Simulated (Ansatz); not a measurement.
Consider C3H5O2 (SMILES CCC(=O)[O-]) (charge −1).

Input file:

```
crystal:
  periodic: [false, false, false]
  atoms:
    - {symbol: C, position_ang: [-0.807837, -0.797450, 0.360282]}
    - {symbol: C, position_ang: [0.392632, 0.129085, 0.403211]}
    - {symbol: C, position_ang: [0.660803, 0.925820, -0.905072]}
    - {symbol: O, position_ang: [-0.123642, 0.720637, -1.854941]}
    - {symbol: O, position_ang: [1.646629, 1.691321, -0.854596]}
    - {symbol: H, position_ang: [-1.719860, -0.236440, 0.142488]}
    - {symbol: H, position_ang: [-0.699226, -1.530928, -0.442241]}
    - {symbol: H, position_ang: [-0.946360, -1.334439, 1.308286]}
    - {symbol: H, position_ang: [0.289334, 0.862976, 1.211225]}
    - {symbol: H, position_ang: [1.307527, -0.430572, 0.631358]}
basis:
  gaussian: {orbitals: "def2-TZVPPD.json"}
total_charge: -1
hamiltonian: {xc: pbe0, dispersion: d4}
output: {orbitals: {seedname: orbitals}}
```

Command:

```sh
ansatz run in.yaml --threads 4 --pin off --events-out ev --progress --plain --max-ram 10444MiB
```

Geometry: PBE0-D4/def2-TZVPD.

These are results of Ansatz, RKS PBE0-D4/def2-TZVPPD, not measurements.

Predict the electron density and electron localisation function between the atoms.

C–O (1.25 Å): ρ at the midpoint is about 3.1 e/Å³; the ELF peaks at about 0.85 between the atoms; a polar covalent bond.
C–C (1.52 Å): ρ at the midpoint is about 1.7 e/Å³; the ELF peaks at about 0.95 between the atoms: a shared electron pair.
C–H (1.10 Å): ρ at the midpoint is about 1.9 e/Å³; the ELF climbs to about 1 towards the hydrogen, as it does in any bond to H (a covalent bond by its length).

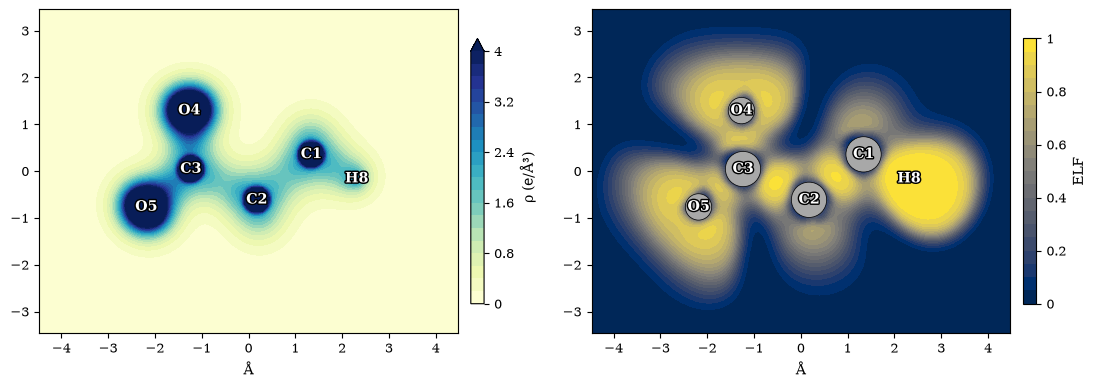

Computed electron density and electron localisation function on the plane of atoms C2, C3 and O4, in this order. Grey discs cover the atomic cores in the ELF map. 
